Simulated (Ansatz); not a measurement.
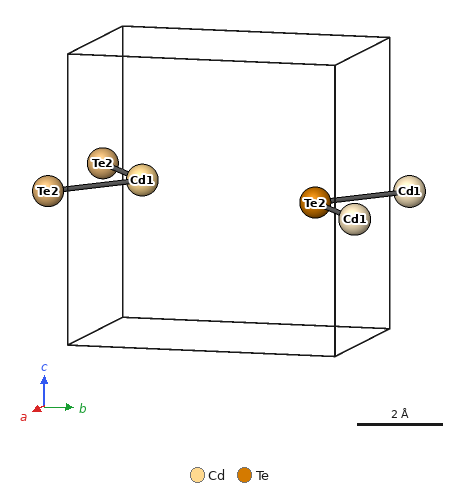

**Figure 1.** The structure as given in the input (ball-and-stick view of the cell of the calculation, with the vacuum cut short, seen slightly off an axis; neighbours outside the cell are drawn fainter; atoms are numbered from 1 in the order of the input). Near neighbours in the crystal (not all of them lie inside the picture): Cd has 2 Te at 2.86 Å; Te has 2 Cd at 2.86 Å.

# CdTe: a changed input and its effect

System: CdTe (slab, 2 atoms in the cell).
Method of run 1: DFT, PBE, all-electron LAPW, scalar-relativistic, no spin polarisation (Ansatz 0.2.0).

Text and figures count atoms from 1; the logs count them from 0 in places.

The input, run 1:
```yaml
crystal:
  lattice:
    - [4.6780529409, 0.0, 0.0]
    - [0.0, 6.6157659146, 0.0]
    - [0.0, 0.0, 16.0]
  atoms:
    - { symbol: Cd, position: [0.25, 0.125, 0.5] }
    - { symbol: Te, position: [0.75, 0.875, 0.5] }
kpoints:
  mp_grid: { grid: [6, 4, 1] }
scf:
  occupations: { method: fermi_dirac, width: 0.02 }
hamiltonian:
  xc: pbe
  pseudopotentials: { kind: all_electron, lapw: { basis_error: 0.001 } }
output:
  forces: true
  stress: true
  eigenvalues: true
  populations: true
  dos: { projected: true, de: 0.2, e_range: [-14, 8] }
efield:
  axis: 3
  amplitude: 0
  dipole_correction: true
```

Command:
```bash
ansatz run input.yaml --threads 1 --pin off --max-ram 3584MiB --backend cpu --events-out ev --progress --plain --runs-dir out
```

Hardware: 1 thread of AMD EPYC (Zen 3), 64 GiB of memory available, shared host.

Output, shortened to warnings, some set-up lines, iterations and results (run 1):
```
Basis set: ecut = 240.07050054403794 eV, 4167 PW (Γ), exchange–correlation at level 2
Symmetry: 2 space group operations
k-points: 12 of 24 (time reversal used)
Initial density: superposition of atomic densities (neutral atoms: chi_scale 0, normalization atom)
[...]
SCF iter   1: F=—  HF=-337119.871595 eV  |F-HF|=—  |Δ(HF+E_count)|=         —  Δρ=1.05e-2  dr2=2.49e0  ethr=5.64e-3  p=0.000 e·Å  D=7.26e-15 V/Å  ΔV_dip=-0.00 eV  …
SCF iter   2: F=—  HF=-337119.217426 eV  |F-HF|=—  |Δ(HF+E_count)|=   6.54e-1  Δρ=4.22e-3  dr2=2.63e-1  ethr=5.64e-3  p=-0.000 e·Å  D=-3.08e-7 V/Å  ΔV_dip=0.00 eV  …
SCF iter   3: F=—  HF=-337119.125744 eV  |F-HF|=—  |Δ(HF+E_count)|=   9.17e-2  Δρ=1.90e-3  dr2=4.52e-2  ethr=5.97e-4  p=-0.000 e·Å  D=-1.26e-6 V/Å  ΔV_dip=0.00 eV  …
SCF iter   4: F=—  HF=-337119.118376 eV  |F-HF|=—  |Δ(HF+E_count)|=         —  Δρ=4.92e-4  dr2=2.63e-3  ethr=5.98e-6  p=0.000 e·Å  D=1.82e-6 V/Å  ΔV_dip=-0.00 eV  …
SCF iter   5: F=—  HF=-337119.117601 eV  |F-HF|=—  |Δ(HF+E_count)|=   7.75e-4  Δρ=1.35e-4  dr2=1.61e-4  ethr=5.97e-6  p=-0.000 e·Å  D=-6.66e-7 V/Å  ΔV_dip=0.00 eV  …
SCF iter   6: F=—  HF=-337119.117625 eV  |F-HF|=—  |Δ(HF+E_count)|=   2.38e-5  Δρ=3.64e-5  dr2=9.94e-6  ethr=3.65e-7  p=0.000 e·Å  D=5.05e-7 V/Å  ΔV_dip=-0.00 eV  …
SCF iter   7: F=—  HF=-337119.117630 eV  |F-HF|=—  |Δ(HF+E_count)|=   5.82e-6  Δρ=8.06e-6  dr2=5.48e-7  ethr=2.26e-8  p=-0.000 e·Å  D=-1.97e-7 V/Å  ΔV_dip=0.00 eV  …
SCF iter   8: F=-337119.117631 eV  HF=-337119.117631 eV  |F-HF|=4.49e-8  |Δ(HF+E_count)|=   4.81e-7  Δρ=3.40e-6  dr2=8.75e-8  ethr=1.25e-9  p=0.000 e·Å  D=1.26e-7 V/Å  …
SCF 1 converged in 8 iterations: F = -337119.117631 eV  dr2 = 8.75e-8
SCF converged after 8 iterations
Free energy (F): -337119.117631 eV
Harris-Foulkes:  -337119.117631 eV  (|F-HF|=4.49e-8)
Internal energy: -337119.117631 eV  (E = F + TS)
E sigma→0 (E₀):  -337119.117631 eV
Fermi energy:    -2.856147 eV
Dipole field:    D = 0.000000 V/Å  (p = 0.000000 e·Å, saw-weighted, corrected)
Work function:   Φ+ = 4.8238 eV   Φ− = 4.8238 eV
Levels:          The Fermi level and band energies are counted from a zero that moves with the ramp; work functions are not
--- Per-component energies (eV) ---
  E_band       = -2155.580597
  E_kinetic    = 354726.459971
  E_xc         = -8997.968548
  E_efield     = 0.000000  (sawtooth field / dipole correction)
  E_electrostatic = -682847.609054  (all electrons and nuclei)
  E_smearing   = -0.000000  (= −TS)
  E_closure    = 0.000000  (closes the sum)
  E_atoms      = -337115.932394  (free atoms, spherical and without spin; not in F)
  Σ components = -337119.117631   (vs F -337119.117631, Δ=0.00e0)
  Basis errors (estimates in eV, not in F): energy 5.5e-4 per atom: plane waves 5.1e-4 (3.1e-4 summed), levels above the bands 2.8e-114, relativity 8.8e-8, radial functions 4.2e-5, core shells 1.6e-7; eigenvalues (radial functions only) 1.3e-6; not estimated: angular momenta, meshes, grids; target …
--- Forces (eV/Å), atoms counted from 1 ---
  atom   1  Cd     0.00000000    -1.32433694    -0.00000072
  atom   2  Te     0.00000000     1.32426993     0.00000072
  max |Σ_I F_I| component: 6.70e-5 eV/Å
--- Stress (GPa, compression-positive) ---
       -0.646692       0.000000       0.000000
        0.000000      -0.794873      -0.000000
        0.000000      -0.000000       0.000389
  P = ⅓ Tr σ = -0.4804 GPa (-4.804 kbar)
--- Löwdin populations: 2 sites ---
  site symbol       q [e]
     0     Cd     47.0548
     1     Te     52.7714
  spilling = 0.001738 (of n_electrons = 100.000000)
```

The input of run 2 differs as follows (lines with − go, lines with + come):
```diff
-  mp_grid: { grid: [6, 4, 1] }
+  mp_grid: { grid: [8, 5, 1] }
-  dos: { projected: true, de: 0.2, e_range: [-14, 8] }
```

How does run 2 compare with run 1?

The free energy of run 2 is 0.7 meV per atom lower, which measures how much it depends on this numerical setting. The number of SCF iterations is the same. The irreducible k-points go from 12 to 15.

Output, shortened to warnings, some set-up lines, iterations and results (run 2):
```
Basis set: ecut = 240.07050054403794 eV, 4167 PW (Γ), exchange–correlation at level 2
Symmetry: 2 space group operations
k-points: 15 of 40 (time reversal used)
Initial density: superposition of atomic densities (neutral atoms: chi_scale 0, normalization atom)
[...]
SCF iter   1: F=—  HF=-337119.872369 eV  |F-HF|=—  |Δ(HF+E_count)|=         —  Δρ=1.05e-2  dr2=2.48e0  ethr=5.63e-3  p=0.000 e·Å  D=7.26e-15 V/Å  ΔV_dip=-0.00 eV  …
SCF iter   2: F=—  HF=-337119.218997 eV  |F-HF|=—  |Δ(HF+E_count)|=   6.53e-1  Δρ=4.22e-3  dr2=2.63e-1  ethr=5.63e-3  p=0.000 e·Å  D=3.01e-7 V/Å  ΔV_dip=-0.00 eV  …
SCF iter   3: F=—  HF=-337119.127198 eV  |F-HF|=—  |Δ(HF+E_count)|=   9.18e-2  Δρ=1.90e-3  dr2=4.52e-2  ethr=5.98e-4  p=0.000 e·Å  D=1.15e-6 V/Å  ΔV_dip=-0.00 eV  …
SCF iter   4: F=—  HF=-337119.119804 eV  |F-HF|=—  |Δ(HF+E_count)|=         —  Δρ=4.93e-4  dr2=2.63e-3  ethr=6.01e-6  p=-0.000 e·Å  D=-1.05e-6 V/Å  ΔV_dip=0.00 eV  …
SCF iter   5: F=—  HF=-337119.119030 eV  |F-HF|=—  |Δ(HF+E_count)|=   7.74e-4  Δρ=1.35e-4  dr2=1.60e-4  ethr=5.99e-6  p=0.000 e·Å  D=2.12e-7 V/Å  ΔV_dip=-0.00 eV  …
SCF iter   6: F=—  HF=-337119.119054 eV  |F-HF|=—  |Δ(HF+E_count)|=   2.38e-5  Δρ=3.64e-5  dr2=9.93e-6  ethr=3.65e-7  p=-0.000 e·Å  D=-2.52e-7 V/Å  ΔV_dip=0.00 eV  …
SCF iter   7: F=—  HF=-337119.119060 eV  |F-HF|=—  |Δ(HF+E_count)|=   5.81e-6  Δρ=8.04e-6  dr2=5.42e-7  ethr=2.26e-8  p=0.000 e·Å  D=1.58e-7 V/Å  ΔV_dip=-0.00 eV  …
SCF iter   8: F=-337119.119060 eV  HF=-337119.119060 eV  |F-HF|=4.76e-8  |Δ(HF+E_count)|=   4.75e-7  Δρ=3.40e-6  dr2=8.70e-8  ethr=1.23e-9  p=-0.000 e·Å  D=-7.59e-8 V/Å  …
SCF 1 converged in 8 iterations: F = -337119.119060 eV  dr2 = 8.70e-8
SCF converged after 8 iterations
Free energy (F): -337119.119060 eV
Harris-Foulkes:  -337119.119060 eV  (|F-HF|=4.76e-8)
Internal energy: -337119.119060 eV  (E = F + TS)
E sigma→0 (E₀):  -337119.119060 eV
Fermi energy:    -2.844696 eV
Dipole field:    D = -0.000000 V/Å  (p = -0.000000 e·Å, saw-weighted, corrected)
Work function:   Φ+ = 4.8124 eV   Φ− = 4.8124 eV
Levels:          The Fermi level and band energies are counted from a zero that moves with the ramp; work functions are not
--- Per-component energies (eV) ---
  E_band       = -2155.639552
  E_kinetic    = 354726.451567
  E_xc         = -8997.965008
  E_efield     = 0.000000  (sawtooth field / dipole correction)
  E_electrostatic = -682847.605619  (all electrons and nuclei)
  E_smearing   = -0.000000  (= −TS)
  E_closure    = 0.000000  (closes the sum)
  E_atoms      = -337115.932394  (free atoms, spherical and without spin; not in F)
  Σ components = -337119.119060   (vs F -337119.119060, Δ=0.00e0)
  Basis errors (estimates in eV, not in F): energy 5.5e-4 per atom: plane waves 5.1e-4 (3.1e-4 summed), levels above the bands 2.4e-113, relativity 8.9e-8, radial functions 4.1e-5, core shells 1.6e-7; eigenvalues (radial functions only) 1.3e-6; not estimated: angular momenta, meshes, grids; target …
--- Forces (eV/Å), atoms counted from 1 ---
  atom   1  Cd     0.00000000    -1.32348504     0.00000047
  atom   2  Te     0.00000000     1.32341939    -0.00000047
  max |Σ_I F_I| component: 6.56e-5 eV/Å
--- Stress (GPa, compression-positive) ---
       -0.650154       0.000000       0.000000
        0.000000      -0.795086       0.000000
        0.000000       0.000000       0.000388
  P = ⅓ Tr σ = -0.4816 GPa (-4.816 kbar)
--- Löwdin populations: 2 sites ---
  site symbol       q [e]
     0     Cd     47.0552
     1     Te     52.7711
  spilling = 0.001738 (of n_electrons = 100.000000)
```

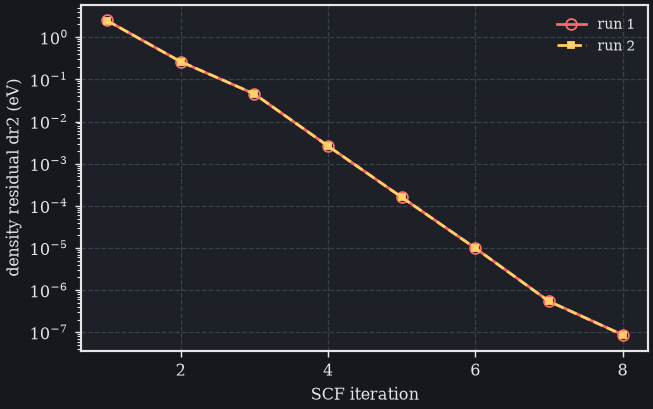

**Figure 2.** Convergence of the two runs: density residual dr2 against the SCF iteration. Run 1 takes 8 iterations in all, and run 2 takes 8.

The two runs side by side:

| quantity | run 1 | run 2 |
| --- | --- | --- |
| outcome | converged | converged |
| free energy per atom (eV) | −168559.5588 | −168559.5595 |
| largest force (eV/Å) | 1.324 | 1.323 |
| SCF iterations | 8 | 8 |
| irreducible k-points | 12 | 15 |
| plane waves at Γ | 4167 | 4167 |
| wall time (shared host) | 61 s | 66 s |
